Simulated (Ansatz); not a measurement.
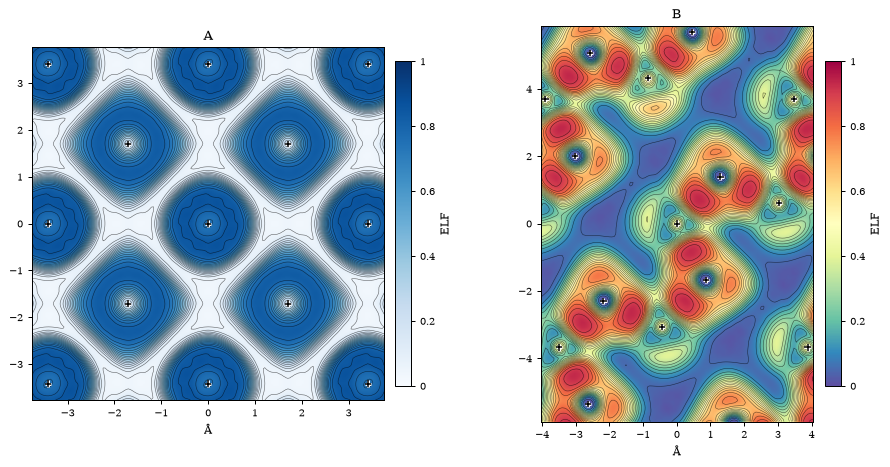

The electron localisation function of 2 systems, each on a plane through atoms (crosses mark nuclei in the plane).

Method: Ansatz 0.2.0, DFT PBE, scalar-relativistic, plane waves, PAW.

System 1: Si18C17 (cell charge +1, with a compensating background) (cell with a defect), the (101̄) plane of the calculation cell. Spin-polarised.

```
Si C
1.0
     0.00000    5.35539    5.07429
    -4.63790   -2.67770    5.07429
     4.63790   -2.67770    5.07429
Si C
18 17
Direct
  0.38463 0.71854 0.38400
  0.72268 0.72187 0.05410
  0.38814 0.38820 0.72229
  0.38804 0.05651 0.05409
  0.72262 0.38805 0.38778
  0.05440 0.72191 0.72232
  0.05509 0.38889 0.05478
  0.72227 0.05606 0.72206
  0.05427 0.05645 0.38778
  0.44323 0.77703 0.78244
  0.78265 0.77683 0.44292
  0.44301 0.44519 0.11106
  0.44307 0.11612 0.44305
  0.77838 0.44423 0.77811
  0.11136 0.77681 0.11108
  0.11145 0.44517 0.44269
  0.77832 0.11214 0.11016
  0.11040 0.11220 0.77812
  0.84524 0.84847 0.18051
  0.51470 0.51462 0.84494
  0.51464 0.17903 0.18053
  0.84530 0.51440 0.51443
  0.18073 0.84852 0.84499
  0.18041 0.51421 0.18012
  0.84712 0.18094 0.84690
  0.18063 0.17907 0.51445
  0.23647 0.57026 0.57040
  0.57082 0.57007 0.23598
  0.23600 0.23681 0.90259
  0.23621 0.90467 0.23593
  0.56960 0.23560 0.56935
  0.90297 0.56981 0.90261
  0.90291 0.23672 0.23565
  0.56965 0.90346 0.90184
  0.90186 0.90340 0.56934
```

System 2: CaO, the (100) plane of the calculation cell. Space group Fm-3m; a structure from a database of computed crystals, not necessarily the ambient phase.

```
Ca O
1.0
     5.86516    3.41603   -0.76858
    -5.86516    3.41603    0.76858
    -1.22984   -3.41603    5.78703
Ca O
8 8
Direct
  0.75000 0.50000 0.50000
  0.25000 0.50000 0.50000
  0.75000 0.00000 0.50000
  0.25000 0.00000 0.50000
  0.75000 0.00000 0.00000
  0.25000 0.00000 0.00000
  0.75000 0.50000 0.00000
  0.25000 0.50000 0.00000
  0.25000 0.25000 0.25000
  0.75000 0.25000 0.25000
  0.25000 0.75000 0.25000
  0.75000 0.75000 0.25000
  0.75000 0.75000 0.75000
  0.25000 0.75000 0.75000
  0.75000 0.25000 0.75000
  0.25000 0.25000 0.75000
```

Q: Match each panel to its system.

A: Panel A is system 2, CaO: the plane holds Ca and O. Ca–O (2.41 Å): the ELF is about 0.10 at the midpoint (an ionic contact with no shared pair). Panel B is system 1, Si18C17: the plane holds Si and C. Si–C (1.91 Å): the ELF peaks at about 0.95 between the atoms, as expected for a covalent bond.
